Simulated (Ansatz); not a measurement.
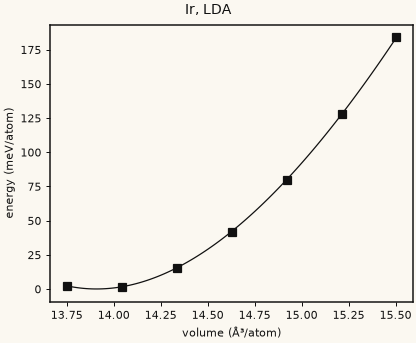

The figure shows the energy against volume for Ir, space group P6_3/mmc (No. 194).

The given structure:
```xyz
2
Lattice="2.7514 0.0000 0.0000 -1.3757 2.3828 0.0000 0.0000 0.0000 4.4623" Properties=species:S:1:pos:R:3 pbc="T T T"
Ir    0.0000    1.5885    1.1156
Ir    1.3757    0.7943    3.3467
```

How it was computed, with Ansatz 0.2.0: all-electron LAPW DFT, no spin polarisation; energies at scaled volumes of the given cell, shape and fractions fixed, counted from the fit's minimum, third-order Birch-Murnaghan fit. Level: LDA.

k mesh 11×11×6; occupations Fermi–Dirac; smearing width 0.05 eV; potentials all electron LAPW, scalar relativistic; program settings basis error eV/atom 0.001.

This calculation gives: equilibrium volume 13.91 Å³/atom and bulk modulus 401 GPa.

Now the level changes from LDA to PBEsol. How do these quantities change?

The equilibrium volume rises from 13.91 to 14.12 Å³/atom (+1.5 %) and the bulk modulus falls from 401 to 383 GPa (−4.5 %).

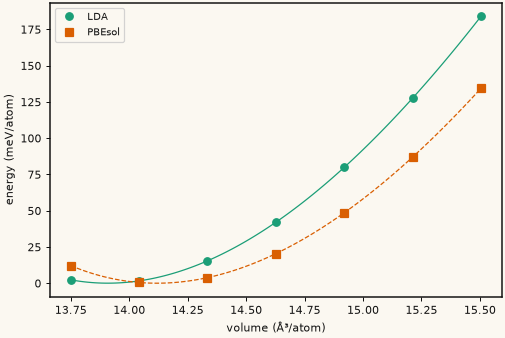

The two results together.

For both, limits of the calculation: shape and atomic fractions are frozen while scaling, which makes layered, chain and framework solids too stiff.

V0 and the bulk modulus come from third-order Birch–Murnaghan fits.
